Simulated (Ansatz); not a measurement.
Take the following structure.

```
CELL_PARAMETERS angstrom
11.63690 0.00000 0.00000
0.00000 3.15180 0.00000
-1.41887 0.00000 5.61861
ATOMIC_POSITIONS crystal
Ga 0.15877 0.50000 0.31301
Ga 0.34123 0.00000 0.68699
Ga 0.09225 0.00000 0.79957
Ga 0.40775 0.50000 0.20043
O 0.49204 0.00000 0.25057
O 0.00796 0.50000 0.74943
O 0.17093 0.00000 0.55876
O 0.32907 0.50000 0.44124
O 0.33332 0.50000 0.88505
O 0.16668 0.00000 0.11495
Ga 0.65877 0.00000 0.31301
Ga 0.84123 0.50000 0.68699
Ga 0.59225 0.50000 0.79957
Ga 0.90775 0.00000 0.20043
O 0.99204 0.50000 0.25057
O 0.50796 0.00000 0.74943
O 0.67093 0.50000 0.55876
O 0.82907 0.00000 0.44124
O 0.83332 0.00000 0.88505
O 0.66668 0.50000 0.11495
```

### Before looking at a picture, describe the arrangement of atoms.

It has the composition Ga2O3. Symmetry: C2/m (No. 12), base-centred monoclinic lattice. Atoms per cell: 20 (8 Ga, 12 O). Ga takes two kinds of site: 4i with six O in a distorted octahedral arrangement at 1.88 to 2.11 Å; 4i with four O in a distorted tetrahedral arrangement at 1.82 to 1.85 Å. O takes three kinds of site: 4i with three Ga in a trigonal planar arrangement at 1.84 to 1.88 Å; 4i with four Ga in a distorted tetrahedral arrangement at 1.85 to 2.11 Å; 4i with three Ga at 1.82 to 1.96 Å. The bonds build a three-dimensional framework.

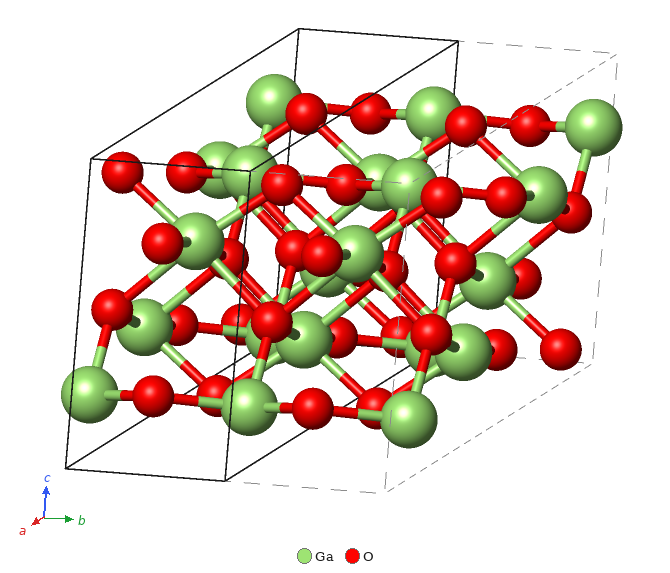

Structure drawing (ball-and-stick), viewed slightly off an axis. A block of 1×2×1 cells is shown, with one conventional unit cell in solid outline. Colours: gallium green, oxygen red.

It goes back to a structure listed in the Materials Project. The cell was then strained or its atoms displaced on purpose. It was the input of a calculation with Ansatz.
